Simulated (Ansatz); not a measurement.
Single-point calculation of TiAl

TiAl (2 atoms in the cell), computed with DFT PBEsol, scalar-relativistic, plane waves, PAW, no spin polarisation (Ansatz 0.2.0).

The structure derives from an entry of the Crystallography Open Database. It belongs to a series of runs on one base structure; here: atom 1 (Ti) moved by (-0.150, -0.300) A along [1 1 0] and z. Figures and captions count atoms from 1; the log counts them from 0 in places.

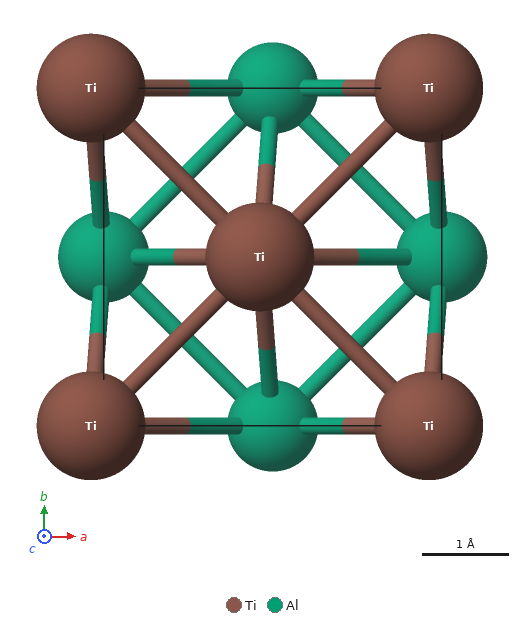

The structure as given in the input (ball-and-stick view of the cell 2 times as large as that of the calculation, set on its symmetry axes, along the c axis). An atom can appear more than once, as a periodic image.

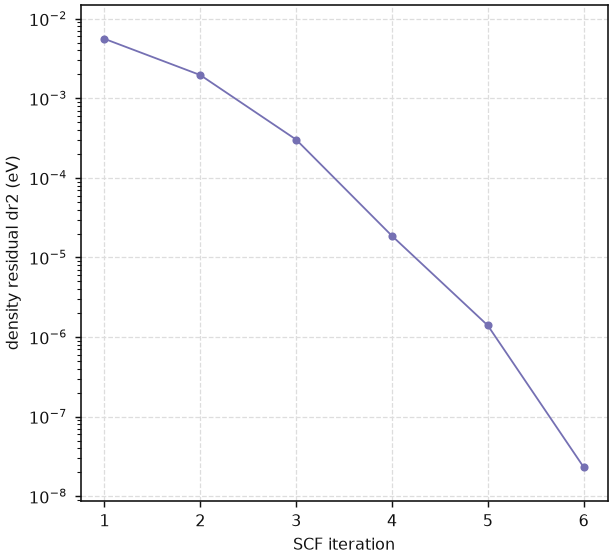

Convergence of the self-consistent field: density residual dr2 against the SCF iteration. The residual falls at every step.

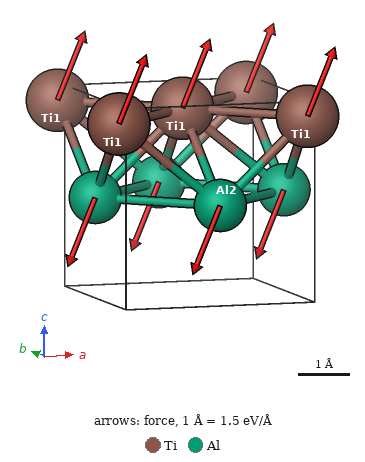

Forces on the atoms as red arrows (ball-and-stick view of the cell 2 times as large as that of the calculation, set on its symmetry axes, seen slightly off an axis; atoms are numbered from 1 in the order of the input). The largest act on Al2 (2.26 eV/Å); Ti1 (2.26 eV/Å). The geometry is not a stationary point of this energy.

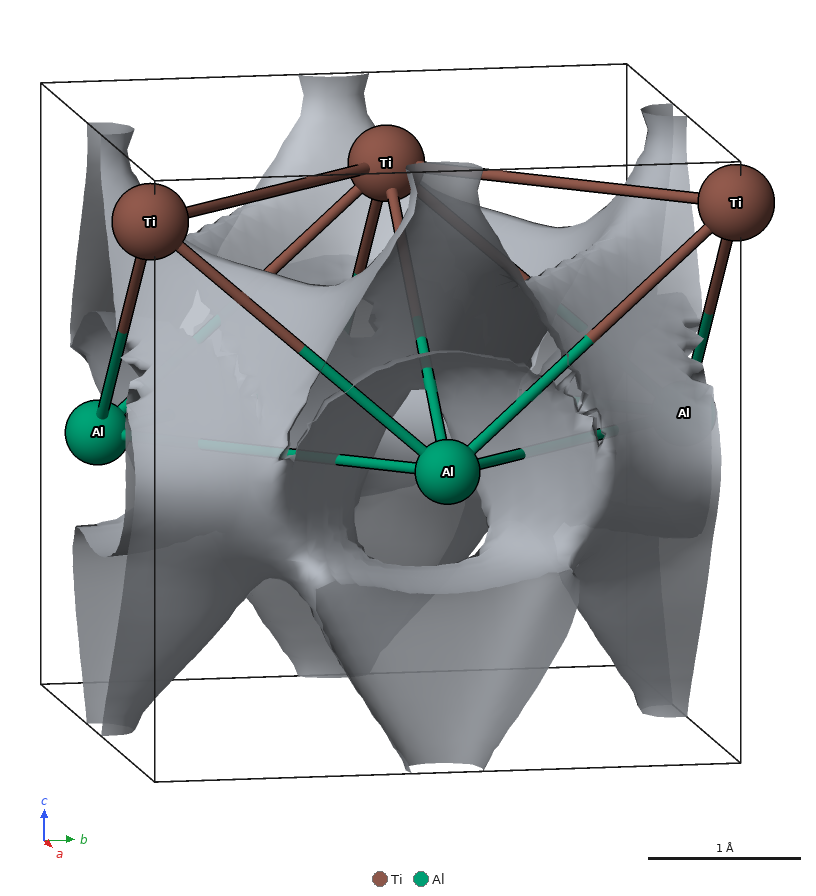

Isosurface of the electron localisation function at 0.55 (grey), seen slightly off an axis. Only the valence region is drawn (cores and ρ < 0.01 e/Å³ removed). Sticks mark near contacts. The outline is the cell set on symmetry axes. Profiles from the grid: Ti–Al (2.51 Å): the ELF is about 0.30 at the midpoint; no localised pair between them. Ti–Ti (2.80 Å): the ELF is about 0.30 at the midpoint (no shared electron pair). In a PAW calculation such maps are meaningful between the atoms, not at the nuclei.

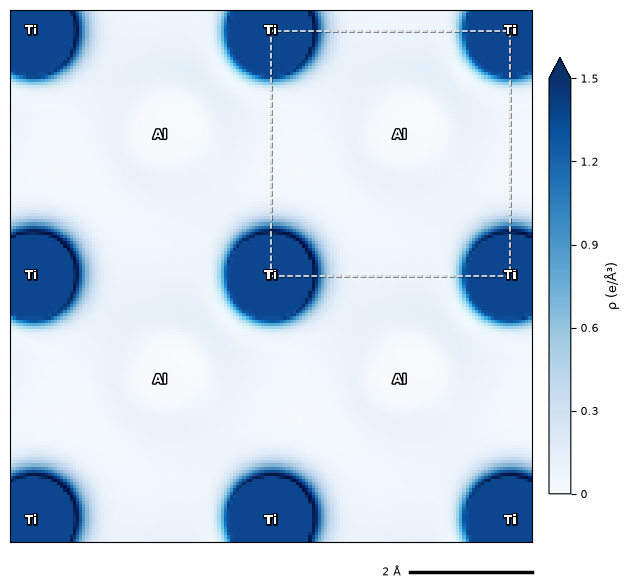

Valence pseudo-density on the (010) plane of the conventional cell. Atoms in the plane: Ti and Al. Ti–Al (2.51 Å): ρ at the midpoint is about 0.3 e/Å³. Ti–Al (2.73 Å): ρ is about 0.24 e/Å³ halfway. Away from the nuclei the density in this plane falls to 0.12 e/Å³ at its lowest.

These pictures come from the run below.

Input file:
```yaml
crystal:
  lattice:
    - [2.7951585984, 0.0, 0.0]
    - [0.0, 2.7951585984, 0.0]
    - [0.0, 0.0, 4.038740475]
  atoms:
    - { symbol: Ti, position: [-0.0379463324, -0.0379463324, -0.0742805837] }
    - { symbol: Al, position: [0.5, 0.5, 0.5] }
basis:
  ecutwfc: 420
kpoints:
  mp_grid: { grid: [22, 22, 16] }
hamiltonian:
  xc: pbesol
scf:
  occupations: { method: gaussian, width: 0.15 }
output:
  forces: true
  stress: true
  eigenvalues: true
  write_density: true
  write_potential: true
  elf: true
  volumetric_format: npy
```

Run as:
```bash
ansatz run input.yaml --threads 2 --pin off --max-ram 5120MiB --backend cpu --events-out ev --progress --plain --runs-dir out
```

Log:
```
Engine: ansatz 0.2.0, x86_64-unknown-linux-gnu
Pseudopotentials: kind: paw
Pseudopotential: Ti, paw, valence charge 12, recommended cutoff 420 eV (normal), Ti.paw.azcp
Pseudopotential: Al, paw, valence charge 3, recommended cutoff 420 eV (normal), Al.paw.azcp
Functional definition: PBEsol
  exchange = pbesol_x
  correlation = pbesol_c
Crystal: 2 atoms, lattice volume = 31.554 Å³
Basis set: ecut = 420 eV, 617 PW (Γ), exchange–correlation on 40×40×54 points (8 copies of the dense FFT grid, shifted against one another)
Bands: 12, of which v1, the nominal top of the filled ones, is band 8 counted from 1 (7 counted from 0)
Symmetry: 2 space group operations
Space group: Cm (ITA 8), of the structure as read, at distance tolerance 3.2e-5 Å
k-points: 2037 of 7744 (time reversal used)
Non-local potential: Ti, projectors of the file, l = 0: 3, l = 1: 2, l = 2: 3, l = 3: 1
Non-local potential: Al, projectors of the file, l = 0: 2, l = 1: 2, l = 2: 1
PAW form: soft (Blöchl's): semilocal exchange-correlation on the pseudo side does not see the compensation charge
PAW frozen core: Ti, regenerated for the run's functional, and the local potential with it (the file was generated under x = pbe(κ = 0.804, μ = 0.2195149727645171), c = pbe(β = 0.06672455060314922))
PAW frozen core: Al, regenerated for the run's functional, and the local potential with it (the file was generated under x = pbe(κ = 0.804, μ = 0.2195149727645171), c = pbe(β = 0.06672455060314922))
PAW one-centre angular grid: Ti, 590 points (default); XC on 64 Gauss nodes
PAW one-centre angular grid: Al, 110 points (default); XC on 64 Gauss nodes
Initial density: superposition of atomic densities (neutral atoms: chi_scale 0, normalization atom), corrected by the library's trained network
Initial wavefunctions: pseudopotential atomic-orbital guess
Functional: x = pbesol(κ = 0.804, μ = 0.12345679012345678), c = pbesol(β = 0.046)
SCF iter   1: F=—  HF=-2998.925476 eV  |F-HF|=—  |Δ(HF+E_count)|=         —  Δρ=4.83e-3  dr2=5.59e-3  ethr=1.77e-3  ⟨swp⟩=4.9  Hψ=122217  notcnv=0
preconditioner: auto → none  [metal: Δε(μ)=0.001 eV  Ē_g=5.446 eV  σ=0.150 eV  W_gap=0.00  n_scr=6 (ndim 8)  ℏωp=17.5 eV  f_vac=0.000  D(μ)=1.72/eV (n_scr^D=16)  sad-step TF]
SCF iter   2: F=—  HF=-2998.924091 eV  |F-HF|=—  |Δ(HF+E_count)|=   1.39e-3  Δρ=2.40e-3  dr2=1.96e-3  ethr=3.73e-5  ⟨swp⟩=1.1  Hψ=41224  notcnv=0
SCF iter   3: F=—  HF=-2998.923709 eV  |F-HF|=—  |Δ(HF+E_count)|=   3.82e-4  Δρ=5.96e-4  dr2=3.03e-4  ethr=1.31e-5  ⟨swp⟩=2.0  Hψ=31495  notcnv=0
SCF iter   4: F=—  HF=-2998.923622 eV  |F-HF|=—  |Δ(HF+E_count)|=   8.65e-5  Δρ=2.13e-4  dr2=1.87e-5  ethr=2.02e-6  ⟨swp⟩=2.0  Hψ=31267  notcnv=0
SCF iter   5: F=—  HF=-2998.923675 eV  |F-HF|=—  |Δ(HF+E_count)|=   5.24e-5  Δρ=6.13e-5  dr2=1.40e-6  ethr=1.25e-7  ⟨swp⟩=2.2  Hψ=31359  notcnv=0
SCF iter   6: F=-2998.923675 eV  HF=-2998.923675 eV  |F-HF|=3.69e-9  |Δ(HF+E_count)|=   1.51e-7  Δρ=1.15e-5  dr2=2.33e-8  ethr=6.67e-10  ⟨swp⟩=5.6  Hψ=125253  notcnv=0
SCF 1 converged in 6 iterations: F = -2998.923675 eV  dr2 = 2.33e-8
  greatest PAW one-centre occupation: 0.999 electrons in one spin orbital (limit 2), on the Ti atom at site 0 (counted from 0), in its partial waves of l = 0
SCF converged after 6 iterations
Free energy (F): -2998.923675 eV
Harris-Foulkes:  -2998.923675 eV  (|F-HF|=3.69e-9)
Internal energy: -2998.904251 eV  (E = F + TS)
E sigma→0 (E₀):  -2998.913963 eV
Entropy (-TS):   -0.019423 eV (-9.712 meV/atom)
Fermi energy:    11.229114 eV
--- Per-component energies (eV) ---
  E_band       = -159.260273
  E_kinetic    = 298.770435
  E_local      = -1079.183685  (includes V_loc(G=0)·N_el)
  E_nonlocal   = 21.062567
  E_hartree    = 463.906943
  E_xc         = -137.338996
  E_vxc        = -152.257639  (∫ρ·V_xc dr)
  E_paw        = -1478.265614  (= ΣΔE_a)
  E_vpaw       = -175.463976  (= ΣTr[D̂ρ^β])
  E_aug_tail   = 0.000116  (compensation charges beyond the density's cutoff)
  E_ewald      = -1088.014540
  E_core_change = 0.158523  (= ΣΔE_core)
  E_smearing   = -0.019423  (= −TS)
  E_closure    = -0.000000  (closes the sum)
  Σ components = -2998.923675   (vs F -2998.923675, Δ=0.00e0)
--- Forces (eV/Å), atoms counted from 1 ---
  atom   1  Ti     0.62056430     0.62056430     2.08256048
  atom   2  Al    -0.62055983    -0.62055983    -2.08256539
  max |Σ_I F_I| component: 4.92e-6 eV/Å
--- Stress (GPa, compression-positive) ---
        4.803406       0.558708       2.943966
        0.558708       4.803406       2.943966
        2.943966       2.943966       5.698795
  P = ⅓ Tr σ = 5.1019 GPa (51.019 kbar)
--- Band table (eV; the first three rows and the last of 2037) ---
  k-point 0: bands = ["-45.0209", "-21.5354", "-21.0821", "-21.0804", "2.1279", "9.0677", "10.2702", "11.2187", "13.4179", "13.4285", "14.6218", "17.4707"]
  k-point 1: bands = ["-45.0209", "-21.5361", "-21.0821", "-21.0804", "2.1644", "8.9353", "10.2761", "11.2621", "13.4025", "13.4135", "14.6223", "17.6019"]
  k-point 2: bands = ["-45.0208", "-21.5383", "-21.0821", "-21.0803", "2.2726", "8.5826", "10.2930", "11.3658", "13.3600", "13.3715", "14.6236", "17.9726"]
  k-point 2036: bands = ["-44.8874", "-21.5426", "-21.5405", "-21.4186", "8.4196", "8.8685", "8.8843", "13.1618", "13.2927", "14.2889", "15.4893", "15.5241"]
```

Results in brief:

| quantity | value |
| --- | --- |
| outcome | converged |
| space group (tolerance 0.01 Å) | Cm (8) |
| electrons treated | 15 |
| free energy | −2998.9237 eV |
| Fermi energy | 11.229 eV |
| gap on the k-point mesh | none (metallic) |
| pressure | 5.10 GPa |
| largest force (length of the vector) | 2.260 eV/Å |
| hardware | 2 threads of Intel Xeon @ 2.50GHz (Skylake/Cascade Lake), 192 GiB of memory available, shared host |
| wall time | 52 s (CPU time 1.7 min) |
| peak memory | 1.2 GiB |

Notes:

The cell is under a pressure of 5.1 GPa at this level, so it is not at its equilibrium volume.
